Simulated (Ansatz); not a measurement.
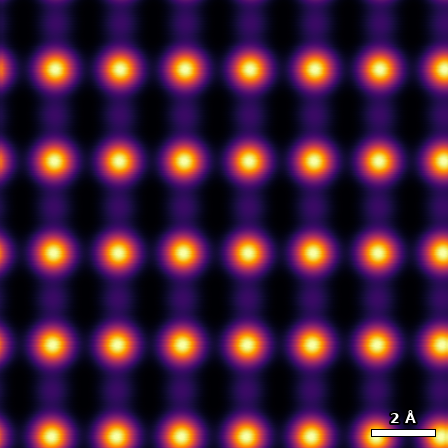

An image along [110] of one of the structures below (computed or model cells, partly hypothetical, each in its standard cell). Simulation: incoherent imaging, intensity Z^1.7 per atom, probe width 1.00 Å, thin sample. The probe carries 25 % of its weight in a tail 2.5 times as wide. A slight drift was added.

A. MoSe
Space group Fm-3m (No. 225). a = 5.340 Å, b = 5.340 Å, c = 5.340 Å, α = 90.00°, β = 90.00°, γ = 90.00°
```tsv
atom	site	symmetry	x	y	z
Mo	4b	m-3m	0.5000	0.0000	0.0000
Se	4a	m-3m	0.0000	0.0000	0.0000
```

B. MoS
Space group Pm-3m (No. 221). a = 2.969 Å, b = 2.969 Å, c = 2.969 Å, α = 90.00°, β = 90.00°, γ = 90.00°
```
atom  site  symmetry       x       y       z
  Mo    1a      m-3m  0.0000  0.0000  0.0000
   S    1b      m-3m  0.5000  0.5000  0.5000
```

C. ZrS2
Space group P-3m1 (No. 164). a = 3.627 Å, b = 3.627 Å, c = 5.876 Å, α = 90.00°, β = 90.00°, γ = 120.00°
| atom | site | symmetry | x | y | z |
| --- | --- | --- | --- | --- | --- |
| Zr | 1a | -3m. | 0.0000 | 0.0000 | 0.0000 |
| S | 2d | 3m. | 0.3333 | 0.6667 | 0.2473 |

D. HfN
Space group Cmcm (No. 63). a = 3.144 Å, b = 10.640 Å, c = 3.073 Å, α = 90.00°, β = 90.00°, γ = 90.00°
```tsv
atom	site	symmetry	x	y	z
Hf	4c	m2m	0.0000	0.1438	0.7500
N	4c	m2m	0.0000	0.3517	0.7500
```

Which of them gives this image?

Answer. B, MoS. Along [110] the projected cells are A 3.27 × 3.27 Å, 109°; B 2.10 × 2.97 Å, 90°; C 3.14 × 5.88 Å, 90°; D 3.01 × 3.07 Å, 90°. The image repeats as B does, and its brightest columns are Mo.

Structure B: a calculation's starting geometry; the starting structure was generated, so it need not be a known form of this composition.
